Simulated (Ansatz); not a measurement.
Input

```
crystal:
  lattice:
    - [3.6350197034, 0.0, 0.0]
    - [-1.8175098517, 3.1480194064, 0.0]
    - [0.0, 0.0, 31.842817533]
  atoms:
    - { symbol: S, position: [0.6666666667, 0.3333333333, 0.4541276653] }
    - { symbol: Zr, position: [0.0, 0.0, 0.5] }
    - { symbol: S, position: [0.3333333333, 0.6666666667, 0.5458723347] }
  periodic: [true, true, false]
basis:
  ecutwfc: 420
kpoints:
  mp_grid: { grid: [12, 12, 1] }
hamiltonian:
  xc: pbe
  dispersion: d3bj
scf:
  occupations: { method: gaussian, width: 0.02 }
output:
  forces: true
  stress: true
  eigenvalues: true
  write_density: true
  write_potential: true
  elf: true
  volumetric_format: npy
relax:
  adjacent_minimum: "off"
  f_tol: 0.005
  max_steps: 80
  cell: { stress_2d_tol: 0.02 }
```

Launched as:

```sh
ansatz run input.yaml --threads 2 --pin off --max-ram 5120MiB --backend cpu --events-out ev --progress --plain --runs-dir out
```

The fields are those of the run's last geometry, not of the input's.

The calculation used DFT PBE+D3(BJ), scalar-relativistic, plane waves, PAW (Ansatz 0.2.0).

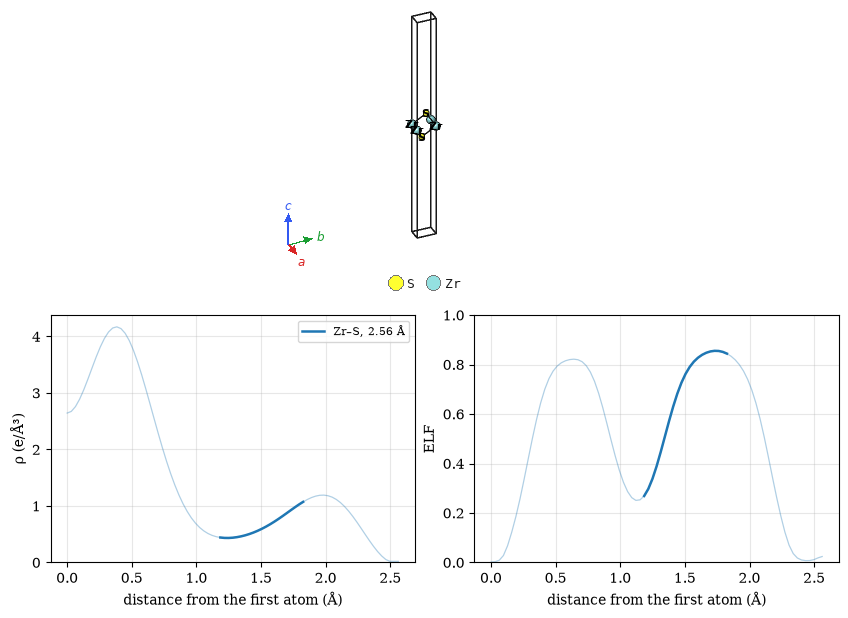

ZrS₂ (slab). Valence charge density (pseudo) and electron localisation function along straight lines between neighbouring atoms. Thin, pale parts lie inside the atomic spheres. The structure is drawn too.

Core electrons are frozen (PAW), and the valence fields are smoothed inside the atomic spheres.

Q: What can be read from the curves?

A: Zr–S (2.56 Å): ρ is about 0.44 e/Å³ halfway; the ELF peaks at about 0.85 in the valence shell of S, 0.8 Å from its nucleus, and is about 0.40 at the midpoint.
